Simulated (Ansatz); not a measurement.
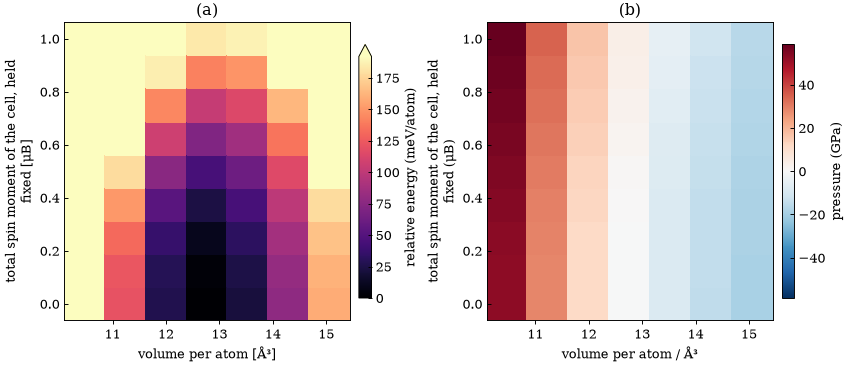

Si₂Ni (Fm-3m, No. 225; 3 atoms in the cell). The energy is mapped over volume and a fixed ferromagnetic moment. First axis: volume per atom. Second axis: total spin moment of the cell, held fixed. Nothing is relaxed (shape and fractional coordinates fixed). Grid: 7 × 9 points. Points are written as (first, second). Energies are in meV/atom, from the lowest grid point. The moment is held fixed and parallel; antiferromagnetic orders weren't tried. Method: Ansatz, DFT LDA, scalar-relativistic, plane waves, PAW. Settings: cutoff 520 eV, k-mesh 14×14×14, gaussian smearing 0.15 eV.

Panel (a) is the energy and panel (b) the computed pressure on the same grid.

Drawn: one coloured cell a grid point, one colour for all values above the top of the scale.

Question: How does the pressure vary over the map, and what is it at the lowest grid point?

Answer: It runs from −19 GPa at (15.07 Å³, 0.000 μB) to 59 GPa at (10.47 Å³, 1.000 μB). At the lowest grid point, (12.77 Å³, 0.000 μB), it is 0 GPa. That point lies on the edge of the scan.

```
second ↓, first →  10.47  11.24  12.00  12.77  13.53  14.30  15.07
            1.000     59     34     17      4     −5    −12    −16
            0.875     58     33     16      3     −6    −12    −17
            0.750     57     32     15      2     −7    −13    −17
            0.625     56     31     14      2     −7    −13    −18
            0.500     55     31     13      1     −8    −14    −18
            0.375     54     30     12      0     −8    −14    −19
            0.250     53     29     12      0     −8    −14    −19
            0.125     52     29     12      0     −9    −15    −19
            0.000     52     29     12      0     −9    −15    −19
```

PAW datasets: the set soft_1.
